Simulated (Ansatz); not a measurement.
# Al2O3: what the fields show

Input

```
crystal:
  lattice:
    - [4.613777, 0.0, 0.0]
    - [0.0, 9.563279, 0.0]
    - [0.0, 0.0, 3.119862]
  atoms:
    - { symbol: Al, position: [0.982975, 0.824573, 0.0] }
    - { symbol: Al, position: [0.017025, 0.175427, 0.0] }
    - { symbol: Al, position: [0.482975, 0.675427, 0.5] }
    - { symbol: Al, position: [0.517025, 0.324573, 0.5] }
    - { symbol: O, position: [0.5, 0.5, 0.5] }
    - { symbol: O, position: [0.123635, 0.75305, 0.5] }
    - { symbol: O, position: [0.376365, 0.25305, 0.0] }
    - { symbol: O, position: [0.623635, 0.74695, 0.0] }
    - { symbol: O, position: [0.0, 0.0, 0.0] }
    - { symbol: O, position: [0.876365, 0.24695, 0.5] }
hamiltonian:
  xc: pbe
  pseudopotentials: { kind: paw }
kpoints:
  mp_grid: { grid: [6, 3, 9] }
scf:
  occupations: { method: fermi_dirac, width: 0.05 }
basis:
  ecutwfc: "800 eV"
output:
  forces: true
  stress: true
  eigenvalues: true
  write_density: true
  write_potential: true
  elf: true
  volumetric_format: npy
```

Launched as:

```sh
ansatz run input.yaml --threads 4 --pin off --max-ram 11264MiB --backend cpu --events-out ev --progress --plain --runs-dir out
```

Below, planes, directions and counts refer to the conventional cell (a = 4.61 Å, b = 9.56 Å, c = 3.12 Å, α = 90.00°, β = 90.00°, γ = 90.00°).

Space group Pnnm; a structure from a database of computed crystals, not necessarily the ambient phase.

All numbers below come from Ansatz, Kohn-Sham DFT of a periodic cell, PBE, Ansatz PAW.

In a PAW calculation such maps are meaningful between the atoms, not at the nuclei.

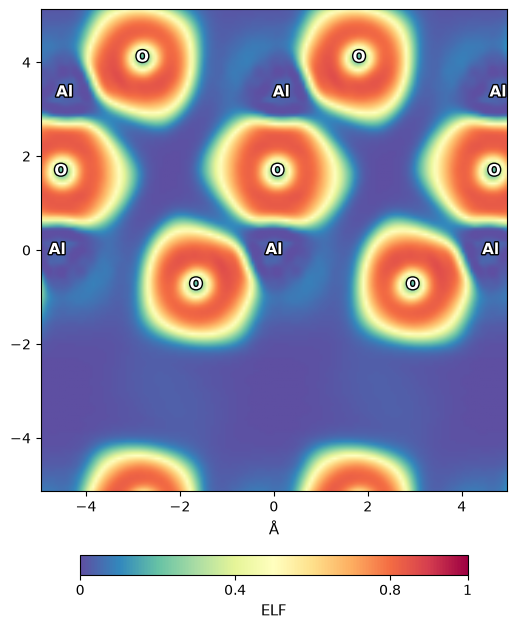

Figure 1. ELF on the (001) plane of the conventional cell.

Read the bonding off the picture.

Atoms in the plane: Al and O.
Al–O (1.68 Å): the ELF peaks at about 0.85 in the valence shell of O, 0.7 Å from its nucleus, and is about 0.80 at the midpoint.
Al–O (1.82 Å): the ELF peaks at about 0.85 in the valence shell of O, 0.7 Å from its nucleus, and is about 0.85 at the midpoint.
The ELF also peaks beside O, away from the bonds: lone-pair regions.

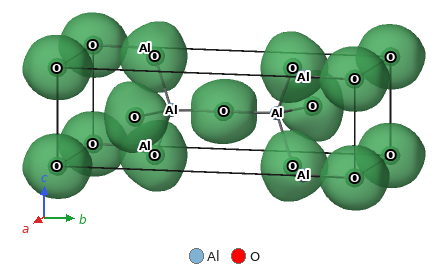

Figure 2. Isosurface of the ELF at 0.6 (green), seen slightly off an axis. Core shells and regions of very low density are left out. Sticks mark near contacts.

Where are the electrons localised?

The ELF exceeds this value in six regions on O in which the atom's valence shell and bonds are merged, counted in one cell of 10 atoms. Any copies at cell faces, edges or corners count once.

Does the calculation make it a metal, or give it a gap?

It is gapped, with a Kohn–Sham gap of 3.5 eV on the k-point mesh, an upper bound to the gap of this method.
